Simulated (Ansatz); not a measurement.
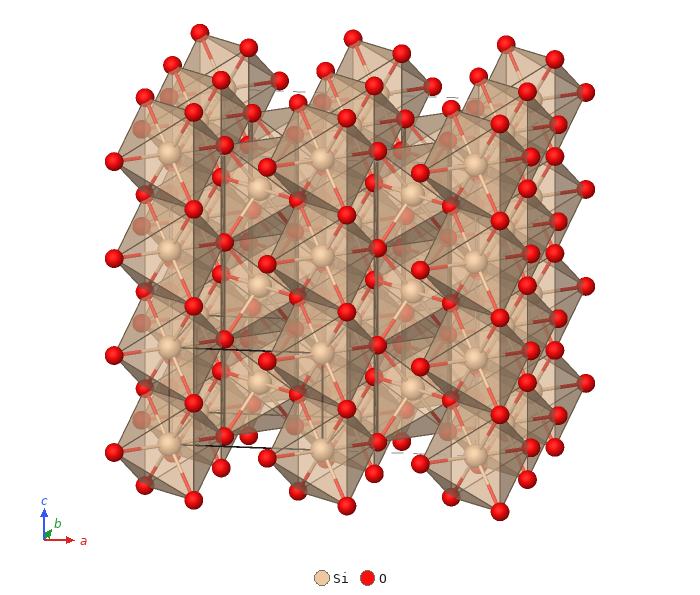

Polyhedra are drawn about Si (bonds: O–Si below 2 Å); other atoms are plain spheres.

SiO₂ (space group P4_2/mnm, No. 136): coordinates from a relaxation with DFT, r2SCAN, plane waves, PAW in Ansatz.

What figure surrounds each Si atom, and what does it share with the other drawn polyhedra?

Answer. Si: SiO6 octahedron, sharing corners with eight neighbours and edges with two neighbours.

What is the connectivity of the polyhedra: isolated, groups, chains, layers or framework?

Answer. They form a three-dimensional framework of corner- and edge-sharing octahedra.

How far apart are the centres of linked polyhedra?

Answer. Centre to centre across a shared corner: 3.25 Å; across a shared edge: 2.67 Å.
